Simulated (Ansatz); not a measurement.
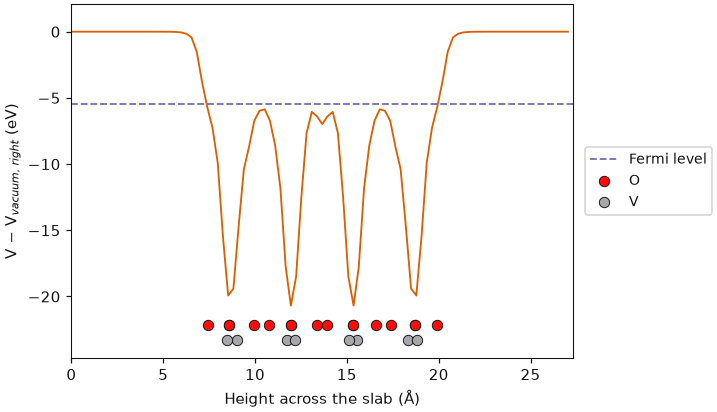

Describe the figure.

Plane-averaged electrostatic potential energy of an electron across the slab; circles at the bottom mark the heights of the atoms (positions after relaxation). System: a (110) slab cut from VO₂ (P4_2/mnm), ended by O planes, 24 atoms in the cell. Level of theory: DFT PBE, scalar-relativistic, plane waves, PAW, spin-polarised, 12×6×1 k mesh, 420 eV cutoff, Gaussian smearing of 0.1 eV; code Ansatz.

The work function is 5.44 eV, the same on both faces. The two vacuum levels agree, so the slab has no net dipole along its normal. The outermost atoms are 12.5 Å apart, which leaves 14.8 Å of vacuum in a cell 27.3 Å high.
